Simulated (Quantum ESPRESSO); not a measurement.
# Run report: Y, relaxation of cell and atoms (part 2 of 3)

The same run, continued: Y (2 atoms in the cell); Kohn-Sham DFT of a periodic cell, PBE, SSSP 1.3 efficiency PBE, no spin polarisation (Quantum ESPRESSO 7.5); cutoff 857.16 eV, 8×8×5 k-mesh, fermi-dirac of 0.05 eV. The structure derives from an entry of the Crystallography Open Database.

Geometry of the input (Å; fractional positions):
```
3.6474  0.0000  0.0000
-1.8237  3.1587  0.0000
0.0000  0.0000  5.7306
Y  0.6667  0.3333  0.7500
Y  0.3333  0.6667  0.2500
```

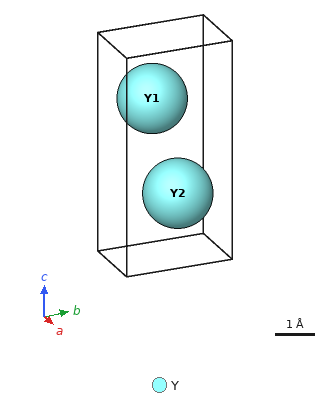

The structure (spheres-only view of the cell of the calculation, seen slightly off an axis; atoms are numbered from 1 in the order of the input). An atom can appear more than once, as a periodic image.

Output, continued:
```
   -33.1306 -33.1233 -13.4086 -13.3756 -13.1342 -13.0864 -13.0367 -12.9939
     7.9039   8.2177   9.4226   9.6802  10.4214  10.5157  11.8755  12.6450
    14.0642  14.6097

          k = 0.2500 0.4330 0.0000 (  3753 PWs)   bands (ev):

   -33.1388 -33.1150 -13.3027 -13.2589 -13.2320 -13.1499 -13.0616 -13.0389
     7.8384   8.8549   9.0658   9.1228  10.5348  10.9619  11.3180  13.3757
    14.0681  14.5852

          k = 0.2500 0.4330 0.1273 (  3763 PWs)   bands (ev):

   -33.1365 -33.1173 -13.3329 -13.3123 -13.1797 -13.1436 -13.0693 -13.0043
     7.9187   8.7236   9.1570   9.3323  10.4907  10.6114  11.3729  13.2425
    13.8829  14.4912

          k = 0.2500 0.4330 0.2546 (  3740 PWs)   bands (ev):

   -33.1306 -33.1232 -13.3691 -13.3505 -13.1731 -13.1339 -13.0258 -12.9863
     8.1489   8.4635   9.4331   9.6449  10.1206  10.2650  11.6726  12.4212
    13.9645  14.7243

          k = 0.2500 0.5774 0.0000 (  3762 PWs)   bands (ev):

   -33.1282 -33.1184 -13.3271 -13.2313 -13.2122 -13.1698 -13.0952 -13.0909
     8.5223   8.7817   8.9265   9.0333  10.5490  10.6480  11.7168  13.9439
    14.2906  14.5411

          k = 0.2500 0.5774 0.1273 (  3754 PWs)   bands (ev):

   -33.1273 -33.1194 -13.3423 -13.2873 -13.2494 -13.1213 -13.0882 -13.0352
     8.4759   8.9285   9.0262   9.1072  10.3948  10.3975  11.7288  13.6371
    13.9733  14.4624

          k = 0.2500 0.5774 0.2546 (  3751 PWs)   bands (ev):

   -33.1248 -33.1218 -13.3716 -13.3541 -13.2211 -13.1676 -13.0120 -12.9929
     8.5551   8.7619   9.4449   9.4534   9.9704  10.0036  11.9347  12.5776
    14.0325  14.2272

     the Fermi energy is     9.4697 ev

!    total energy              =    -174.99791033 Ry
     estimated scf accuracy    <          1.4E-11 Ry
     smearing contrib. (-TS)   =      -0.00296731 Ry
     internal energy E=F+TS    =    -174.99494302 Ry

     The total energy is F=E-TS. E is the sum of the following terms:
     one-electron contribution =     -42.29059072 Ry
     hartree contribution      =      26.38076351 Ry
     xc contribution           =     -43.81358196 Ry
     ewald contribution        =    -115.27153385 Ry

     convergence has been achieved in   9 iterations

     negative rho (up, down):  8.681E-02 0.000E+00

     Forces acting on atoms (cartesian axes, Ry/au):

     atom    1 type  1   force =    -0.00000000    0.00000000    0.00000000
     atom    2 type  1   force =     0.00000000   -0.00000000    0.00000000

     Total force =     0.000000     Total SCF correction =     0.000000

     Computing stress (Cartesian axis) and pressure

     negative rho (up, down):  8.681E-02 0.000E+00
          total   stress  (Ry/bohr**3)                   (kbar)     P=       -1.32
   0.00000051   0.00000000  -0.00000000            0.08        0.00       -0.00
   0.00000000   0.00000051   0.00000000            0.00        0.08        0.00
   0.00000000   0.00000000  -0.00002790            0.00        0.00       -4.10

     BFGS Geometry Optimization
     Energy error            =      1.7E-01 Ry
     Gradient error          =      1.4E-25 Ry/Bohr
     Cell gradient error     =      3.0E+02 kbar

     number of scf cycles    =   1
     number of bfgs steps    =   0

     enthalpy           new  =    -174.0892790049 Ry

     new trust radius        =       0.2181786850 bohr
     new conv_thr            =       0.0000000004 Ry

     new unit-cell volume =    380.54602 a.u.^3 (    56.39110 Ang^3 )
     density =      5.23599 g/cm^3

CELL_PARAMETERS (bohr)
   6.541264133  -0.000000000   0.000000000
  -3.270632066   5.664900912   0.000000000
  -0.000000000   0.000000000  10.269591694

ATOMIC_POSITIONS (bohr)
Y                3.2706320667        1.8883003038        7.7021937702
Y               -0.0000000003        3.7766006082        2.5673979234

     NEW-OLD atomic charge density approx. for the potential
     New effective cutoffs (rho, wfc):  562.08   70.04

     negative rho (up, down):  8.554E-02 0.000E+00

     Self-consistent Calculation

     iteration #  1     ecut=    63.00 Ry     beta= 0.50
     Davidson diagonalization with overlap
     ethr =  1.00E-06,  avg # of iterations =  6.9

     negative rho (up, down):  8.538E-02 0.000E+00

     total energy              =    -174.98292390 Ry
     estimated scf accuracy    <       0.00040054 Ry

[... 42 further cycles ...]
     iteration #  4     ecut=    63.00 Ry     beta= 0.50
     Davidson diagonalization with overlap
     ethr =  1.00E-13,  avg # of iterations =  1.0

     negative rho (up, down):  8.369E-02 0.000E+00

     End of self-consistent calculation

          k = 0.0000 0.0000 0.0000 (  3765 PWs)   bands (ev):

   -26.7834 -26.4257  -7.7986  -6.1310  -6.1310  -5.8740  -5.8740  -5.8148
    10.3113  12.6602  17.2347  17.2347  17.4518  17.8789  18.1760  18.1760
    19.0427  19.0427

          k = 0.0000 0.0000 0.1442 (  3741 PWs)   bands (ev):

   -26.7505 -26.4612  -7.6286  -6.1068  -6.1068  -6.0290  -5.8990  -5.8990
    10.7115  12.7097  17.0931  17.0931  17.1178  17.2572  17.8733  17.8733
    19.6212  19.6212

          k = 0.0000 0.0000 0.2885 (  3748 PWs)   bands (ev):

   -26.6632 -26.5528  -7.1677  -6.5599  -6.0433  -6.0433  -5.9639  -5.9639
    11.6891  12.5470  16.3803  16.4701  17.0587  17.0587  17.3579  17.3579
    20.8254  20.8254

          k =-0.0000 0.1668 0.0000 (  3763 PWs)   bands (ev):

   -26.7422 -26.4075  -7.7070  -6.3544  -6.2004  -6.1010  -5.9002  -5.8531
    10.8428  13.1419  16.2587  16.8752  17.6398  17.7404  18.1805  18.5007
    18.5491  18.6592

          k =-0.0000 0.1668 0.1442 (  3760 PWs)   bands (ev):

   -26.7114 -26.4406  -7.5594  -6.3218  -6.2307  -6.1724  -5.9363  -5.9296
    11.2067  13.2136  16.1776  16.3516  17.1444  17.4957  17.9048  18.2817
    19.3302  19.4274

          k =-0.0000 0.1668 0.2885 (  3759 PWs)   bands (ev):

   -26.6295 -26.5262  -7.1629  -6.6532  -6.2094  -6.0985  -6.0747  -6.0057
    12.1285  13.0371  15.5975  16.0773  16.7679  17.4025  17.4445  17.7634
    20.6110  20.7414

          k =-0.0000 0.3337 0.0000 (  3773 PWs)   bands (ev):

   -26.6368 -26.3678  -7.4577  -6.8801  -6.6016  -6.3540  -5.9728  -5.9723
    12.0898  13.7783  15.1774  15.5820  17.0401  17.7263  17.8736  19.1869
    19.3684  20.0191

          k =-0.0000 0.3337 0.1442 (  3772 PWs)   bands (ev):

   -26.6118 -26.3941  -7.4150  -6.8117  -6.6743  -6.3189  -6.0166  -6.0106
    12.2776  13.9303  14.8686  15.7157  16.6487  17.7707  17.8305  19.3053
    19.8055  19.9083

          k =-0.0000 0.3337 0.2885 (  3765 PWs)   bands (ev):

   -26.5456 -26.4625  -7.2640  -7.0156  -6.4615  -6.2257  -6.1860  -6.1080
    12.8324  13.6392  14.8981  15.6015  16.5095  17.2041  18.1896  18.7905
    20.6529  20.8612

          k =-0.0000 0.5005 0.0000 (  3765 PWs)   bands (ev):

   -26.5166 -26.3401  -7.3825  -7.1324  -7.0541  -6.4954  -6.1651  -6.0518
    12.9958  13.4467  13.9480  15.9832  17.1257  17.4471  17.6899  21.3097
    21.3418  21.9130

          k =-0.0000 0.5005 0.1442 (  3766 PWs)   bands (ev):

   -26.4999 -26.3571  -7.5175  -7.2093  -6.8417  -6.4549  -6.1477  -6.0961
    12.7533  13.4174  14.5615  15.4179  17.3723  17.4426  17.9629  21.0677
    21.2917  21.5850

          k =-0.0000 0.5005 0.2885 (  3755 PWs)   bands (ev):

   -26.4561 -26.4015  -7.5604  -7.4304  -6.4762  -6.3470  -6.2206  -6.2101
    12.7542  13.2361  14.7448  15.2763  17.4569  17.9737  18.3467  19.6865
    21.5880  21.8999

          k = 0.0000-0.6673-0.0000 (  3752 PWs)   bands (ev):

   -26.4555 -26.3391  -7.5832  -7.2315  -6.9359  -6.5514  -6.3060  -6.0855
    12.9390  13.4566  13.5105  16.4343  16.9128  17.3017  18.1680  22.7632
    23.3125  23.3157

          k = 0.0000-0.6673 0.1442 (  3766 PWs)   bands (ev):

   -26.4443 -26.3502  -7.6695  -7.3713  -6.7439  -6.5089  -6.2449  -6.1321
    12.6891  13.0702  14.6465  15.2670  17.2654  17.8046  18.3524  21.8405
    22.8632  23.2723

          k = 0.0000-0.6673 0.2885 (  3778 PWs)   bands (ev):

   -26.4152 -26.3792  -7.7161  -7.5995  -6.4301  -6.3959  -6.2520  -6.2404
    12.5796  13.0114  14.6374  15.0667  17.9288  18.2883  18.7478  19.8810
    22.8888  22.9911

          k = 0.1445 0.2503 0.0000 (  3759 PWs)   bands (ev):

   -26.6688 -26.3786  -7.5361  -6.6506  -6.5658  -6.2381  -6.0005  -5.9322
    11.7642  13.8799  15.3890  15.6815  17.1426  17.4021  18.5317  18.6688
    18.8237  19.8035

          k = 0.1445 0.2503 0.1442 (  3776 PWs)   bands (ev):

   -26.6419 -26.4071  -7.4462  -6.6330  -6.5756  -6.2774  -6.0343  -5.9723
    12.0362  14.0160  15.1441  15.5347  16.9035  17.4440  18.0088  18.7868
    19.4681  19.9549

          k = 0.1445 0.2503 0.2885 (  3764 PWs)   bands (ev):

   -26.5706 -26.4810  -7.2032  -6.8853  -6.3892  -6.2694  -6.1136  -6.1033
    12.7711  13.7191  14.9558  15.6400  16.3689  17.0492  18.0468  18.4487
    20.4330  21.0439

          k = 0.1445 0.4171 0.0000 (  3765 PWs)   bands (ev):

   -26.5547 -26.3457  -7.2429  -7.1300  -6.9347  -6.4711  -6.1338  -6.0931
    13.0647  14.0447  14.3818  15.2602  16.7736  17.1962  17.9381  19.7524
    20.7019  21.7725

          k = 0.1445 0.4171 0.1442 (  3765 PWs)   bands (ev):

   -26.5350 -26.3660  -7.3775  -7.0853  -6.8018  -6.4833  -6.1881  -6.0619
    13.0247  14.1895  14.3390  15.4336  16.5690  17.4769  17.5838  19.6828
    21.0633  21.2844

          k = 0.1445 0.4171 0.2885 (  3763 PWs)   bands (ev):

   -26.4833 -26.4188  -7.3941  -7.2588  -6.5227  -6.4235  -6.2598  -6.1269
    13.1809  13.6842  14.9466  15.6339  16.3864  16.8737  18.1334  19.1425
    21.3370  21.6192

          k = 0.1445 0.5839 0.0000 (  3772 PWs)   bands (ev):

   -26.4567 -26.3381  -7.4744  -7.1472  -6.9433  -6.6527  -6.2976  -6.2191
    13.4617  13.6037  13.8220  15.9667  16.6686  17.3139  18.0600  21.4916
    22.3115  22.8881

          k = 0.1445 0.5839 0.1442 (  3761 PWs)   bands (ev):

   -26.4453 -26.3494  -7.5612  -7.2934  -6.7984  -6.5652  -6.3228  -6.1708
    13.0245  13.6274  14.6775  15.2844  16.6388  17.6411  18.1496  21.1001
    21.7494  22.7377

          k = 0.1445 0.5839 0.2885 (  3770 PWs)   bands (ev):

   -26.4156 -26.3790  -7.6143  -7.5093  -6.6321  -6.4731  -6.2984  -6.1481
    12.9663  13.4556  14.7922  15.4510  16.6343  17.5760  18.7263  19.6306
    21.7788  22.8695

          k = 0.2890 0.5005 0.0000 (  3753 PWs)   bands (ev):

   -26.4578 -26.3372  -7.2862  -7.1267  -6.9506  -6.7088  -6.4133  -6.2893
    13.7116  14.2691  14.6371  14.8513  16.3787  17.3862  17.8113  20.4880
    22.0266  22.5143

          k = 0.2890 0.5005 0.1442 (  3763 PWs)   bands (ev):

   -26.4463 -26.3487  -7.3374  -7.3152  -6.7956  -6.6878  -6.4356  -6.1810
    13.7108  14.0855  14.6806  15.1669  16.6289  16.8276  17.7659  20.3570
    21.3588  22.7214

          k = 0.2890 0.5005 0.2885 (  3740 PWs)   bands (ev):

   -26.4161 -26.3788  -7.4585  -7.4157  -6.7841  -6.6622  -6.2705  -6.1254
    13.7028  13.7802  15.1293  15.8766  15.9335  16.5669  17.9732  19.0248
    21.7267  23.1543

          k = 0.2890 0.6673 0.0000 (  3762 PWs)   bands (ev):

   -26.3999 -26.3510  -7.3669  -7.0433  -6.9388  -6.7327  -6.5444  -6.4667
    13.4402  14.4730  14.6317  15.4499  16.5010  16.8825  18.3831  21.4850
    22.1547  22.4023

          k = 0.2890 0.6673 0.1442 (  3754 PWs)   bands (ev):

   -26.3951 -26.3555  -7.4032  -7.2072  -7.0468  -6.6332  -6.4808  -6.2936
    13.5367  14.6125  14.7437  15.0312  16.4259  16.8250  18.3698  20.9249
    21.5885  22.4886

          k = 0.2890 0.6673 0.2885 (  3751 PWs)   bands (ev):

   -26.3826 -26.3674  -7.4739  -7.4136  -6.9708  -6.7952  -6.2174  -6.1484
    13.7512  14.2478  14.9999  15.1354  16.2517  16.5865  18.5263  19.2648
    21.8210  22.2254

     the Fermi energy is    15.1950 ev

!    total energy              =    -174.88304950 Ry
     estimated scf accuracy    <          1.3E-13 Ry
     smearing contrib. (-TS)   =      -0.00152708 Ry
     internal energy E=F+TS    =    -174.88152242 Ry

     The total energy is F=E-TS. E is the sum of the following terms:
     one-electron contribution =     -17.58030510 Ry
     hartree contribution      =      19.49092463 Ry
     xc contribution           =     -44.41198485 Ry
     ewald contribution        =    -132.38015711 Ry

     convergence has been achieved in   4 iterations

     negative rho (up, down):  8.369E-02 0.000E+00

     Forces acting on atoms (cartesian axes, Ry/au):

     atom    1 type  1   force =    -0.00000000   -0.00000000   -0.00000000
     atom    2 type  1   force =     0.00000000    0.00000000    0.00000000

     Total force =     0.000000     Total SCF correction =     0.000000

     Computing stress (Cartesian axis) and pressure

     negative rho (up, down):  8.369E-02 0.000E+00
          total   stress  (Ry/bohr**3)                   (kbar)     P=      300.10
   0.00204010   0.00000000   0.00000000          300.11        0.00        0.00
   0.00000000   0.00204010   0.00000000            0.00      300.11        0.00
   0.00000000   0.00000000   0.00204000            0.00        0.00      300.09

     Energy error            =      7.8E-08 Ry
     Gradient error          =      8.0E-26 Ry/Bohr
     Cell gradient error     =      1.1E-01 kbar

     bfgs converged in   9 scf cycles and   8 bfgs steps
     (criteria: energy <  1.0E-05 Ry, force <  4.0E-04 Ry/Bohr, cell <  3.0E-01 kbar)

     End of BFGS Geometry Optimization

     Final enthalpy           =    -174.2828518330 Ry

     File ./tmp/pwscf.bfgs deleted, as requested
Begin final coordinates
     new unit-cell volume =    294.30708 a.u.^3 (    43.61181 Ang^3 )
     density =      6.77026 g/cm^3

CELL_PARAMETERS (bohr)
   5.963145834   0.000000000  -0.000000000
  -2.981572917   5.164235778  -0.000000000
  -0.000000000  -0.000000000   9.556947960

ATOMIC_POSITIONS (bohr)
Y                2.9815729171        1.7214119260        7.1677109701
Y               -0.0000000003        3.4428238525        2.3892369900
End final coordinates

     Final scf calculation at the relaxed structure.
     The G-vectors are recalculated for the final unit cell
     Results may differ from those at the preceding step.

     G-vector sticks info
     --------------------
     sticks:   dense  smooth     PW     G-vecs:    dense   smooth      PW
     Sum        1237     613    187                56601    19849    3249

     Using Slab Decomposition

     bravais-lattice index     =            0
     lattice parameter (alat)  =       6.8926  a.u.
     unit-cell volume          =     294.3071 (a.u.)^3
     number of atoms/cell      =            2
     number of atomic types    =            1
     number of electrons       =        22.00
     number of Kohn-Sham states=           18
     kinetic-energy cutoff     =      63.0000  Ry
     charge density cutoff     =     506.0000  Ry
     scf convergence threshold =      4.0E-12
     mixing beta               =       0.5000
     number of iterations used =            8  plain     mixing
     press convergence thresh. =      3.0E-01
     Exchange-correlation= SLA  PW   PBE  PBE
                           (   1   4   3   4   0   0   0)

     celldm(1)=   6.892587  celldm(2)=   0.000000  celldm(3)=   0.000000
     celldm(4)=   0.000000  celldm(5)=   0.000000  celldm(6)=   0.000000

     crystal axes: (cart. coord. in units of alat)
               a(1) = (   0.865154   0.000000  -0.000000 )
               a(2) = (  -0.432577   0.749245  -0.000000 )
               a(3) = (  -0.000000  -0.000000   1.386555 )

     reciprocal axes: (cart. coord. in units 2 pi/alat)
               b(1) = (  1.155864  0.667339  0.000000 )
               b(2) = ( -0.000000  1.334677  0.000000 )
               b(3) = (  0.000000  0.000000  0.721212 )

     PseudoPot. # 1 for Y  read from file:
     Y_pbe_v1.uspp.F.UPF
     Pseudo is Ultrasoft + core correction, Zval = 11.0
     Generated by new atomic code, or converted to UPF format
     Using radial grid of  885 points,  6 beta functions with:
                l(1) =   0
                l(2) =   0
                l(3) =   1
                l(4) =   1
                l(5) =   2
                l(6) =   2
     Q(r) pseudized with  6 coefficients,  rinner =    1.200   1.200   1.200
                                                       1.200   1.200

     atomic species   valence    mass     pseudopotential
     Y                11.00    88.90580     Y ( 1.00)

     24 Sym. Ops., with inversion, found (12 have fractional translation)

   Cartesian axes

     site n.     atom                  positions (alat units)
         1        Y      tau(   1) = (   0.4325768   0.2497483   1.0399159  )
         2        Y      tau(   2) = (  -0.0000000   0.4994966   0.3466386  )
```
